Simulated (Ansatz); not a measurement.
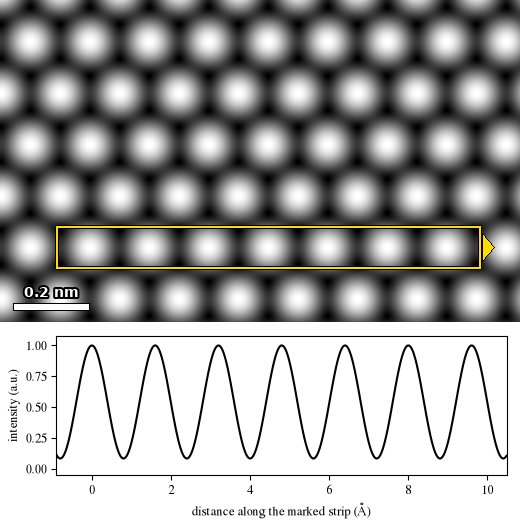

Dark-field STEM-like image of W (R-3m, No. 166) along [001]. Simulated incoherent Z contrast: every atom adds Z^1.7 spread by a probe of 1.05 Å full width; channelling and multiple scattering are left out. The probe carries 25 % of its weight in a tail 2.5 times as wide. The display is stretched by a gamma of 0.65; percentages refer to the linear signal. Atomic positions: coordinates from a relaxation with DFT r2SCAN, scalar-relativistic, plane waves, PAW in Ansatz; the starting structure was generated, so it need not be a known form of this composition.

```yaml
crystal:
  lattice:
    - [2.77298, 0.00000, 0.00000]
    - [-1.38649, 2.40147, 0.00000]
    - [0.00000, 0.00000, 7.32995]
  atoms:
    - { symbol: W, position: [0.00000, 0.00000, 0.00000] }
    - { symbol: W, position: [0.66667, 0.33333, 0.33333] }
    - { symbol: W, position: [0.33333, 0.66667, 0.66667] }
```

The curve is the intensity along the marked strip, in the direction of its arrowhead, with zero distance at the first column. Brightness is counted from the darkest point of the image.

> List the columns that the line crosses, with their positions.

```csv
position (Å),atoms per repeat along the beam,height (% of the highest)
0.0,1 W,100
1.6,1 W,100
3.2,1 W,100
4.8,1 W,100
6.4,1 W,100
8.0,1 W,100
9.6,1 W,100
```
